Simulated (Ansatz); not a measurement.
```
CELL_PARAMETERS angstrom
-3.21837 5.57438 -5.24317
6.43674 0.00000 -5.24317
-3.21837 -5.57438 -5.24317
ATOMIC_POSITIONS crystal
Ga 0.01378 0.18045 0.34712
Ga 0.66992 0.33273 0.50064
Ga 0.32362 0.99683 0.16738
Ga 0.16731 0.83659 0.49940
Ga 0.83405 0.49029 0.16349
Ga 0.49985 0.66246 0.33471
Ga 0.16606 0.33398 0.00325
Ga 0.83016 0.00072 0.65695
Ga 0.49580 0.16804 0.83319
Ga 0.00137 0.66652 0.82913
Ga 0.67381 0.84048 0.00715
Ga 0.33459 0.50126 0.66793
Ga 0.01153 0.80665 0.16112
Ga 0.63998 0.99445 0.34486
Ga 0.34244 0.66212 0.00010
Ga 0.17682 0.50032 0.33608
Ga 0.82778 0.17819 0.97332
Ga 0.50424 0.32639 0.16793
Ga 0.15972 0.00127 0.83758
Ga 0.83460 0.67091 0.49306
Ga 0.49545 0.83343 0.67577
Ga 0.00275 0.34349 0.66699
Ga 0.66676 0.50910 0.82878
Ga 0.33365 0.16941 0.51016
Ga 0.87359 0.04026 0.20693
N 0.53192 0.21521 0.38428
N 0.21643 0.86473 0.03370
N 0.05095 0.69859 0.38188
N 0.70037 0.38310 0.03140
N 0.38051 0.53573 0.20744
N 0.04855 0.21762 0.86526
N 0.69806 0.86703 0.54976
N 0.36906 0.04078 0.71384
N 0.87411 0.54718 0.70239
N 0.54469 0.71136 0.87803
N 0.21018 0.37685 0.54352
N 0.22063 0.04300 0.38334
N 0.87633 0.21667 0.55397
N 0.52551 0.86707 0.20812
N 0.37473 0.70788 0.54367
N 0.05001 0.38730 0.20966
N 0.70997 0.53981 0.37175
N 0.37314 0.20509 0.04331
N 0.03842 0.87664 0.70648
N 0.70040 0.04145 0.85885
N 0.21033 0.54140 0.87455
N 0.87479 0.69218 0.03374
N 0.54122 0.37700 0.70807
```

Level of theory: DFT PBE, scalar-relativistic, plane waves, PAW in Ansatz.

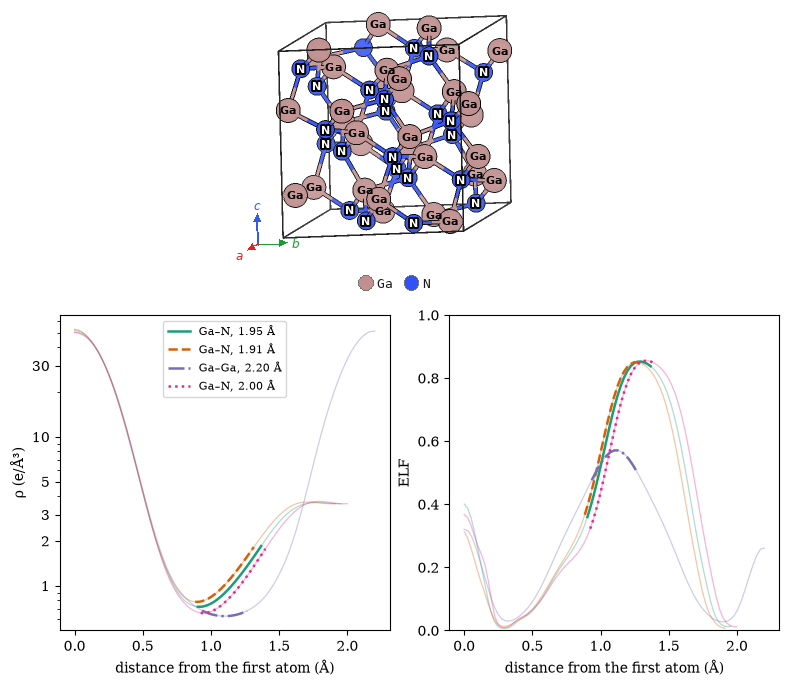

Ga25N23 (cell charge −2, with a compensating background) (cell with a defect). Valence pseudo-density and electron localisation function along straight lines between neighbouring atoms. Thin, pale parts lie inside the atomic spheres. The structure is drawn too.

The density is the valence pseudo-density of a PAW calculation; it isn't the true density close to the nuclei.

Q: What can be read from the curves?

A: Ga–N (1.95 Å): ρ at the midpoint is about 0.74 e/Å³; the ELF peaks at about 0.85 in the valence shell of N, 0.7 Å from its nucleus, and is about 0.50 at the midpoint.
Ga–N (1.91 Å): the density is about 0.8 e/Å³ at the midpoint; the ELF peaks at about 0.85 in the valence shell of N, 0.6 Å from its nucleus, and is about 0.50 at the midpoint.
Ga–Ga (2.20 Å): the density is about 0.63 e/Å³ at the midpoint; the ELF reaches about 0.55 near the midpoint.
Ga–N (2.00 Å): the density is about 0.67 e/Å³ at the midpoint; the ELF peaks at about 0.85 in the valence shell of N, 0.7 Å from its nucleus, and is about 0.45 at the midpoint.
